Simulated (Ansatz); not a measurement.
Consider TiO2.

Input file:

```
crystal:
  lattice:
    - [0.0, 0.0, -9.5146]
    - [3.7842, -3.7842, 0.0]
    - [-1.8921, -1.8921, 4.7573]
  atoms:
    - { symbol: Ti, position: [0.0, 0.0, 0.0], spin: 1.0 }
    - { symbol: Ti, position: [0.5, 0.5, 0.0], spin: 1.0 }
    - { symbol: Ti, position: [0.0, 0.25, 0.5], spin: 1.0 }
    - { symbol: Ti, position: [0.5, 0.75, 0.5], spin: 1.0 }
    - { symbol: O, position: [0.7919, 0.0, 0.0] }
    - { symbol: O, position: [0.2919, 0.5, 0.0] }
    - { symbol: O, position: [0.7919, 0.25, 0.5] }
    - { symbol: O, position: [0.2919, 0.75, 0.5] }
    - { symbol: O, position: [0.7081, 0.75, 0.5] }
    - { symbol: O, position: [0.2081, 0.25, 0.5] }
    - { symbol: O, position: [0.7081, 0.5, 0.0] }
    - { symbol: O, position: [0.2081, 0.0, 0.0] }
magnetization:
  spin_polarized: true
hamiltonian:
  xc: pbe
  pseudopotentials: { kind: paw }
basis:
  ecutwfc: 420
kpoints:
  mp_grid: { grid: [3, 3, 5] }
scf:
  occupations: { method: gaussian, width: 0.05 }
  lower_state_search: "off"
output:
  forces: true
  stress: true
  write_density: true
  write_potential: true
  elf: true
  volumetric_format: npy
```

Launched as:

```sh
ansatz run input.yaml --threads 4 --pin off --max-ram 9216MiB --backend cpu --events-out ev --progress --plain --runs-dir out
```

Space group I4₁/amd; computed pressure about 5 GPa in this cell; the program warned that a starting moment wasn't kept; spin-polarised, but the moments vanished.

Method: DFT, PBE, PAW, plane waves, scalar-relativistic in Ansatz.

What will maps of the valence pseudo-density and electron localisation function show?

Ti–O (1.98 Å): the density is about 0.68 e/Å³ at the midpoint; the ELF peaks at about 0.85 in the valence shell of O, 0.6 Å from its nucleus, and is about 0.20 at the midpoint: no localised pair shows between them.

Metal or insulator at this level of theory?

It is gapped, with a Kohn–Sham gap of 2.1 eV on the k-point mesh (the band edges may lie off the mesh, which would make the gap smaller).

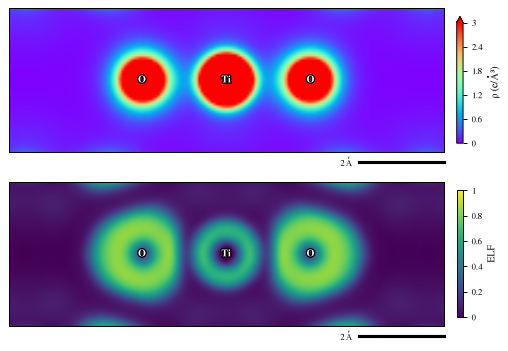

Computed valence pseudo-density and electron localisation function on the (010) plane of the calculation cell, in this order. 

Core electrons are frozen (PAW), and the valence fields are smoothed inside the atomic spheres.
